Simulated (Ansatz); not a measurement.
# Palladium, fcc under r²SCAN: how the plane-wave cutoff moves the result

A convergence test of the plane-wave cutoff. The geometry was relaxed under r²SCAN beforehand and stays fixed; 9 values are run, from 150 to 800 eV. Wanted are the values from which on the energy stays within 10 and 1 meV/atom, and the pressure within 0.5 GPa, of the last run. Within the series other settings stay, but some runs also write fields, which adds to their time. Spin polarisation is left out.

Program: Ansatz 0.2.0. Level of theory: DFT r²SCAN, plane waves with PAW, scalar-relativistic. These are calculated values, not measurements.

### 1 The structure to begin with

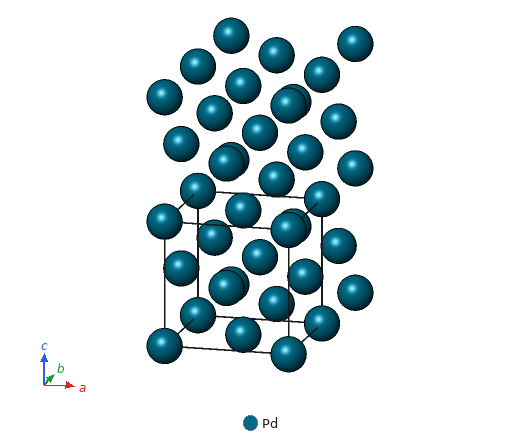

Start, viewed slightly off an axis; palladium blue. 1×2×2 conventional cells are drawn; the run uses a primitive one. Any atoms on the faces are drawn again on the opposite ones.

As a file:

```
Pd
1.0
     0.00000    1.95585    1.95585
     1.95585    0.00000    1.95585
     1.95585    1.95585    0.00000
Pd
1
Direct
  0.00000 0.00000 0.00000
```

### 2 A run at the usual settings, for scale

The input, input.yaml:

```yaml
crystal:
  lattice:
    - [0.0, 1.9558504376, 1.9558504376]
    - [1.9558504376, 0.0, 1.9558504376]
    - [1.9558504376, 1.9558504376, 0.0]
  atoms:
    - { symbol: Pd, position: [0.0, 0.0, 0.0] }
hamiltonian:
  xc: r2scan
  pseudopotentials:
    kind: paw
    azcp:
      Pd: "pseudopotentials/Pd.paw.azcp"
basis:
  ecutwfc: 500
  fft_grid_basis: typed
kpoints:
  mp_grid: { grid: [23, 23, 23], shift: [0, 0, 0] }
magnetization:
  spin_polarized: false
scf:
  occupations: { method: fermi_dirac, width: 0.1 }
  lower_state_search: "off"
output:
  stress: true
```

On the command line:

```
$ ansatz run input.yaml --threads 2 --pin off --max-ram 5120MiB --backend cpu --events-out ev --progress --plain --runs-dir out
```

The log of the run, cut to the lines that bear on the results:

```text
Warning: RAYON_NUM_THREADS=2 ignored (pool sized by the plan → 2); use --threads N
[...]
Pseudopotentials: kind: paw
Pseudopotential: Pd, paw, valence charge 18, recommended cutoff 500 eV (meta_gga), <dir>
Functional definition: r2SCAN
[...]
Crystal: 1 atoms, lattice volume = 14.964 Å³
Basis set: ecut = 500 eV, 339 PW (Γ), exchange–correlation on 96×96×96 points (64 copies of the dense FFT grid, shifted against one another)
Bands: 13, of which v1, the nominal top of the filled ones, is band 9 counted from 1 (8 counted from 0)
Symmetry: 48 space group operations
Space group: Fm-3m (ITA 225), of the structure as read, at distance tolerance 2.5e-5 Å
k-points: 364 of 12167
[...]
SCF iter   1: F=-6985.750123 eV  HF=-6985.762841 eV  |F-HF|=1.27e-2  |Δ(HF+E_count)|=         —  Δρ=2.05e-2  dr2=4.71e-2  dr2_τ=9.33e-3  ethr=1.77e-3  ⟨swp⟩=5.2  Hψ=29428  notcnv=0
[...]
SCF iter   8: F=-6985.770585 eV  HF=-6985.770585 eV  |F-HF|=1.18e-8  |Δ(HF+E_count)|=   4.05e-8  Δρ=1.16e-5  dr2=1.78e-8  dr2_τ=6.22e-10  ethr=5.56e-10  ⟨swp⟩=4.0  Hψ=14394  notcnv=0
[...]
SCF converged after 8 iterations
Free energy (F): -6985.770585 eV
[...]
E sigma→0 (E₀):  -6985.739659 eV
Entropy (-TS):   -0.061852 eV (-61.852 meV/atom)
Fermi energy:    19.239448 eV
[...]
--- Stress (GPa, compression-positive) ---
       -0.190570       0.000000      -0.000000
       -0.000000      -0.190570       0.000000
        0.000000      -0.000000      -0.190570
  P = ⅓ Tr σ = -0.1906 GPa (-1.906 kbar)
```

Run time: 6.7 s. Hardware: 2 threads of AMD EPYC 7R43 (Zen 3), shared host; peak memory 0.48 GiB.

### 3 Cutoff 150 eV

The run at 150 eV.

input.yaml, as its differences from that of step 2:

```diff
@@ -14,6 +14,6 @@
 basis:
-  ecutwfc: 500
+  ecutwfc: 150
   fft_grid_basis: typed
 kpoints:
-  mp_grid: { grid: [23, 23, 23], shift: [0, 0, 0] }
+  mp_grid: { grid: [14, 14, 14], shift: [0, 0, 0] }
 magnetization:
```

On the command line:

```
$ ansatz run input.yaml --threads 2 --pin off --max-ram 5120MiB --backend cpu --events-out ev --progress --plain --runs-dir out
```

The log of the run, cut to the lines that bear on the results:

```text
Warning: basis.ecutwfc = 150 eV is below the records' recommended 500 eV, and the density's cutoff is lower with it unless basis.ecutrho_ratio is high enough to keep the records' density cutoff: compare with a run at a higher cutoff
Warning: RAYON_NUM_THREADS=2 ignored (pool sized by the plan → 2); use --threads N
[...]
[... 3 set-up lines as earlier in the session ...]
[...]
Crystal: 1 atoms, lattice volume = 14.964 Å³
Basis set: ecut = 150 eV, 59 PW (Γ), exchange–correlation on 48×48×48 points (64 copies of the dense FFT grid, shifted against one another)
Bands: 13, of which v1, the nominal top of the filled ones, is band 9 counted from 1 (8 counted from 0)
[... 2 set-up lines as earlier in the session ...]
k-points: 104 of 2744
[...]
SCF iter   1: F=-6915.474727 eV  HF=-6939.990961 eV  |F-HF|=2.45e1  |Δ(HF+E_count)|=         —  Δρ=5.24e-1  dr2=2.67e1  dr2_τ=2.61e0  ethr=1.77e-3  ⟨swp⟩=4.4  Hψ=6594  notcnv=0
[...]
SCF iter   8: F=-6927.367345 eV  HF=-6927.367345 eV  |F-HF|=1.21e-10  |Δ(HF+E_count)|=  1.84e-10  Δρ=1.07e-6  dr2=1.74e-10  dr2_τ=8.44e-12  ethr=6.21e-12  ⟨swp⟩=1.0  Hψ=3268  notcnv=0
[...]
SCF converged after 8 iterations
Free energy (F): -6927.367345 eV
[...]
E sigma→0 (E₀):  -6927.350872 eV
Entropy (-TS):   -0.032947 eV (-32.947 meV/atom)
Fermi energy:    18.747984 eV
[...]
--- Stress (GPa, compression-positive) ---
     -112.166653      -0.000000       0.000000
       -0.000000    -112.166653       0.000000
        0.000000       0.000000    -112.166653
  P = ⅓ Tr σ = -112.1667 GPa (-1121.667 kbar)
```

Run time: 1.2 s. Hardware: 2 threads of AMD EPYC 7R43 (Zen 3), shared host; peak memory 0.32 GiB.

### 4 Cutoff 200 eV

The run at 200 eV.

input.yaml, as its differences from that of step 3:

```diff
@@ -14,3 +14,3 @@
 basis:
-  ecutwfc: 150
+  ecutwfc: 200
   fft_grid_basis: typed
@@ -25 +25,5 @@
   stress: true
+  write_density: true
+  write_potential: true
+  elf: true
+  volumetric_format: npy
```

On the command line:

```
$ ansatz run input.yaml --threads 2 --pin off --max-ram 5120MiB --backend cpu --events-out ev --progress --plain --runs-dir out
```

The log of the run, cut to the lines that bear on the results:

```text
Warning: basis.ecutwfc = 200 eV is below the records' recommended 500 eV, and the density's cutoff is lower with it unless basis.ecutrho_ratio is high enough to keep the records' density cutoff: compare with a run at a higher cutoff
Warning: RAYON_NUM_THREADS=2 ignored (pool sized by the plan → 2); use --threads N
[...]
[... 3 set-up lines as earlier in the session ...]
[...]
Crystal: 1 atoms, lattice volume = 14.964 Å³
Basis set: ecut = 200 eV, 113 PW (Γ), exchange–correlation on 60×60×60 points (64 copies of the dense FFT grid, shifted against one another)
Bands: 13, of which v1, the nominal top of the filled ones, is band 9 counted from 1 (8 counted from 0)
[... 2 set-up lines as earlier in the session ...]
k-points: 104 of 2744
[...]
SCF iter   1: F=-6972.476672 eV  HF=-6974.523984 eV  |F-HF|=2.05e0  |Δ(HF+E_count)|=         —  Δρ=1.76e-1  dr2=2.23e0  dr2_τ=4.07e-1  ethr=1.77e-3  ⟨swp⟩=5.0  Hψ=6834  notcnv=0
[...]
SCF iter   7: F=-6973.638230 eV  HF=-6973.638230 eV  |F-HF|=6.38e-10  |Δ(HF+E_count)|=   3.01e-8  Δρ=3.29e-6  dr2=4.31e-10  dr2_τ=3.34e-11  ethr=5.56e-10  ⟨swp⟩=6.8  Hψ=7162  notcnv=0
[...]
SCF converged after 7 iterations
Free energy (F): -6973.638230 eV
[...]
E sigma→0 (E₀):  -6973.606210 eV
Entropy (-TS):   -0.064041 eV (-64.041 meV/atom)
Fermi energy:    18.937226 eV
[...]
--- Stress (GPa, compression-positive) ---
       -4.194381      -0.000000       0.000000
        0.000000      -4.194381      -0.000000
        0.000000      -0.000000      -4.194381
  P = ⅓ Tr σ = -4.1944 GPa (-41.944 kbar)
--- Band table (eV; the first three rows and the last of 104) ---
  k-point 0: bands = ["-69.7394", "-33.8302", "-33.8302", "-33.8302", "12.3901", "15.7742", "15.7742", "15.7742", "17.1400", "17.1400", "37.4111", "42.2298", "42.2298"]
[...]
```

Run time: 1.6 s. Hardware: 2 threads of AMD EPYC 7R43 (Zen 3), shared host; peak memory 0.34 GiB.

### 5 Cutoff 250 eV

The run at 250 eV.

input.yaml, as its differences from that of step 4:

```diff
@@ -14,3 +14,3 @@
 basis:
-  ecutwfc: 200
+  ecutwfc: 250
   fft_grid_basis: typed
@@ -25,5 +25 @@
   stress: true
-  write_density: true
-  write_potential: true
-  elf: true
-  volumetric_format: npy
```

On the command line:

```
$ ansatz run input.yaml --threads 2 --pin off --max-ram 5120MiB --backend cpu --events-out ev --progress --plain --runs-dir out
```

The log of the run, cut to the lines that bear on the results:

```text
Warning: basis.ecutwfc = 250 eV is below the records' recommended 500 eV, and the density's cutoff is lower with it unless basis.ecutrho_ratio is high enough to keep the records' density cutoff: compare with a run at a higher cutoff
Warning: RAYON_NUM_THREADS=2 ignored (pool sized by the plan → 2); use --threads N
[...]
[... 3 set-up lines as earlier in the session ...]
[...]
Crystal: 1 atoms, lattice volume = 14.964 Å³
Basis set: ecut = 250 eV, 137 PW (Γ), exchange–correlation on 60×60×60 points (64 copies of the dense FFT grid, shifted against one another)
Bands: 13, of which v1, the nominal top of the filled ones, is band 9 counted from 1 (8 counted from 0)
[... 2 set-up lines as earlier in the session ...]
k-points: 104 of 2744
[...]
SCF iter   1: F=-6983.961875 eV  HF=-6983.999430 eV  |F-HF|=3.76e-2  |Δ(HF+E_count)|=         —  Δρ=4.84e-2  dr2=9.99e-2  dr2_τ=3.11e-2  ethr=1.77e-3  ⟨swp⟩=5.0  Hψ=7595  notcnv=0
[...]
SCF iter   7: F=-6983.989020 eV  HF=-6983.989020 eV  |F-HF|=9.51e-9  |Δ(HF+E_count)|=   1.08e-8  Δρ=1.04e-5  dr2=1.46e-8  dr2_τ=5.66e-10  ethr=5.56e-10  ⟨swp⟩=4.0  Hψ=3928  notcnv=0
[...]
SCF converged after 7 iterations
Free energy (F): -6983.989020 eV
[...]
E sigma→0 (E₀):  -6983.956849 eV
Entropy (-TS):   -0.064341 eV (-64.341 meV/atom)
Fermi energy:    19.199351 eV
[...]
--- Stress (GPa, compression-positive) ---
        2.209664       0.000000       0.000000
        0.000000       2.209664       0.000000
        0.000000       0.000000       2.209664
  P = ⅓ Tr σ = 2.2097 GPa (22.097 kbar)
```

It took 1.3 s on 2 threads of AMD EPYC 7R43 (Zen 3), shared host; peak memory 0.33 GiB.

### 6 Cutoff 300 eV

The run at 300 eV.

input.yaml, as its differences from that of step 5:

```diff
@@ -14,3 +14,3 @@
 basis:
-  ecutwfc: 250
+  ecutwfc: 300
   fft_grid_basis: typed
@@ -25 +25,5 @@
   stress: true
+  write_density: true
+  write_potential: true
+  elf: true
+  volumetric_format: npy
```

On the command line:

```
$ ansatz run input.yaml --threads 2 --pin off --max-ram 5120MiB --backend cpu --events-out ev --progress --plain --runs-dir out
```

The log of the run, cut to the lines that bear on the results:

```text
Warning: basis.ecutwfc = 300 eV is below the records' recommended 500 eV, and the density's cutoff is lower with it unless basis.ecutrho_ratio is high enough to keep the records' density cutoff: compare with a run at a higher cutoff
Warning: RAYON_NUM_THREADS=2 ignored (pool sized by the plan → 2); use --threads N
[...]
[... 3 set-up lines as earlier in the session ...]
[...]
Crystal: 1 atoms, lattice volume = 14.964 Å³
Basis set: ecut = 300 eV, 169 PW (Γ), exchange–correlation on 64×64×64 points (64 copies of the dense FFT grid, shifted against one another)
Bands: 13, of which v1, the nominal top of the filled ones, is band 9 counted from 1 (8 counted from 0)
[... 2 set-up lines as earlier in the session ...]
k-points: 104 of 2744
[...]
SCF iter   1: F=-6985.564270 eV  HF=-6985.563920 eV  |F-HF|=3.50e-4  |Δ(HF+E_count)|=         —  Δρ=2.19e-2  dr2=4.04e-2  dr2_τ=7.22e-3  ethr=1.77e-3  ⟨swp⟩=5.1  Hψ=8215  notcnv=0
[...]
SCF iter   9: F=-6985.575111 eV  HF=-6985.575111 eV  |F-HF|=2.84e-10  |Δ(HF+E_count)|=   2.31e-8  Δρ=2.03e-6  dr2=5.04e-10  dr2_τ=1.66e-11  ethr=5.56e-10  ⟨swp⟩=6.1  Hψ=6249  notcnv=0
[...]
SCF converged after 9 iterations
Free energy (F): -6985.575111 eV
[...]
E sigma→0 (E₀):  -6985.541834 eV
Entropy (-TS):   -0.066553 eV (-66.553 meV/atom)
Fermi energy:    19.225821 eV
[...]
--- Stress (GPa, compression-positive) ---
       -0.742065       0.000000      -0.000000
       -0.000000      -0.742065      -0.000000
        0.000000       0.000000      -0.742065
  P = ⅓ Tr σ = -0.7421 GPa (-7.421 kbar)
--- Band table (eV; the first three rows and the last of 104) ---
  k-point 0: bands = ["-67.2497", "-31.9127", "-31.9127", "-31.9127", "12.2016", "16.3547", "16.3547", "16.3547", "17.9104", "17.9104", "37.0274", "41.8790", "41.8790"]
[...]
```

It took 2.5 s on 2 threads of AMD EPYC 7R43 (Zen 3), shared host; peak memory 0.34 GiB.

(Part 1 of 2 ends here.)
